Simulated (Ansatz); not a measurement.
Zn3SnO

Input

```
crystal:
  lattice:
    - [2.7471506548, -2.8817585369, 0.0]
    - [2.7471506548, 2.8817585369, 0.0]
    - [0.0, 0.0, 8.1952585019]
  atoms:
    - { symbol: Zn, position: [0.0, 0.0, 0.7854188531] }
    - { symbol: Zn, position: [0.0, 0.0, 0.2145811469] }
    - { symbol: Zn, position: [0.0, 0.0, 0.5] }
    - { symbol: Sn, position: [0.5, 0.5, 0.5] }
    - { symbol: O, position: [0.0, 0.0, 0.0] }
basis:
  ecutwfc: 420
kpoints:
  mp_grid: { grid: [10, 10, 6] }
hamiltonian:
  xc: pbe
scf:
  occupations: { method: gaussian, width: 0.1 }
output:
  forces: true
  stress: true
  eigenvalues: true
  write_density: true
  write_potential: true
  elf: true
  volumetric_format: npy
relax:
  adjacent_minimum: "off"
  f_tol: 0.01
  max_steps: 80
  cell: { stress_tol: 0.05 }
```

Command:

```sh
ansatz run input.yaml --threads 1 --pin off --max-ram 2560MiB --backend cpu --events-out ev --progress --plain --runs-dir out
```

Below, planes, directions and counts refer to the conventional cell (a = 5.50 Å, b = 5.79 Å, c = 8.19 Å, α = 90.00°, β = 90.00°, γ = 90.00°).

The fields are those of the relaxed geometry.

Space group Cmmm; a structure generated by program, which may or may not match a known phase.

Computed with DFT PBE, scalar-relativistic, plane waves, PAW (Ansatz).

Core electrons are frozen (PAW), and the valence fields are smoothed inside the atomic spheres.

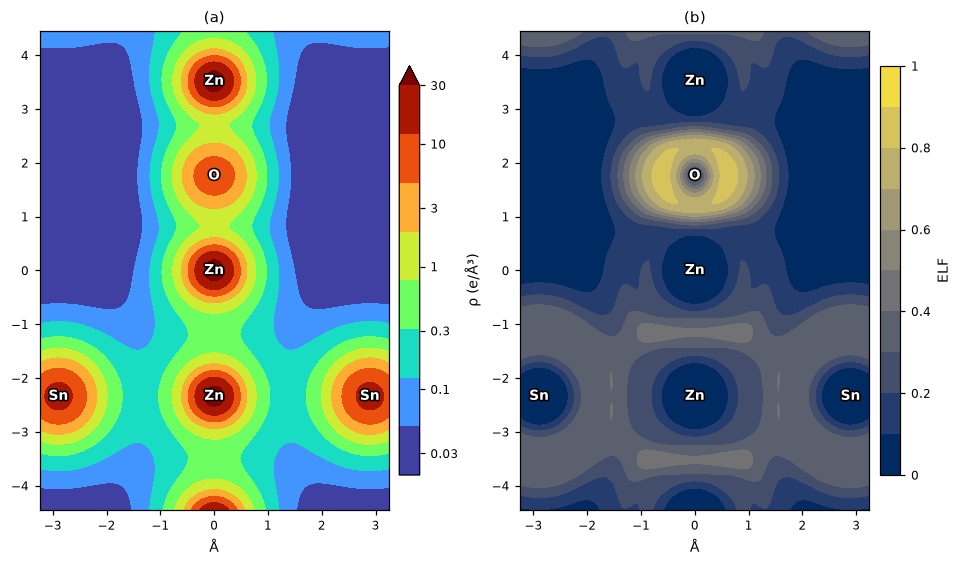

Figure 1. (a) valence charge density (pseudo); (b) ELF on the (100) plane of the conventional cell.

Read the bonding off the picture.

- Atoms in the plane: Zn, Sn and O.
- Zn–O (1.76 Å): ρ is about 0.96 e/Å³ halfway; the ELF peaks at about 0.80 in the valence shell of O, 0.5 Å from its nucleus, and is about 0.35 at the midpoint.
- Zn–Sn (2.89 Å): ρ is about 0.22 e/Å³ halfway; the ELF is about 0.40 at the midpoint; no shared electron pair shows on this line.
- The density dies away to nearly zero in the voids.
- The ELF also peaks beside O, away from the bonds: lone-pair regions.

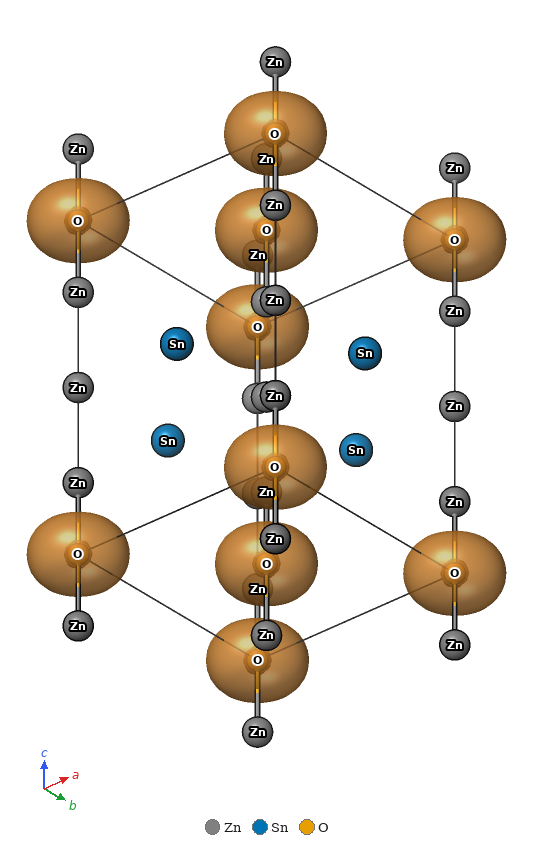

Figure 2. Isosurface of the ELF at 0.6 (orange), seen at an oblique angle. Only the valence region is drawn (cores and ρ < 0.01 e/Å³ removed). Sticks mark near contacts.

Where are the electrons localised?

At this value the surface marks out two regions wrapped around O (the valence shell of each), counted in one cell of 10 atoms. Regions shared between cells count once. Profiles from the grid: Zn–Sn (2.75 Å): the ELF is about 0.40 at the midpoint.

Does the calculation make it a metal, or give it a gap?

It is metallic or semimetallic at this level of theory: no gap opens.
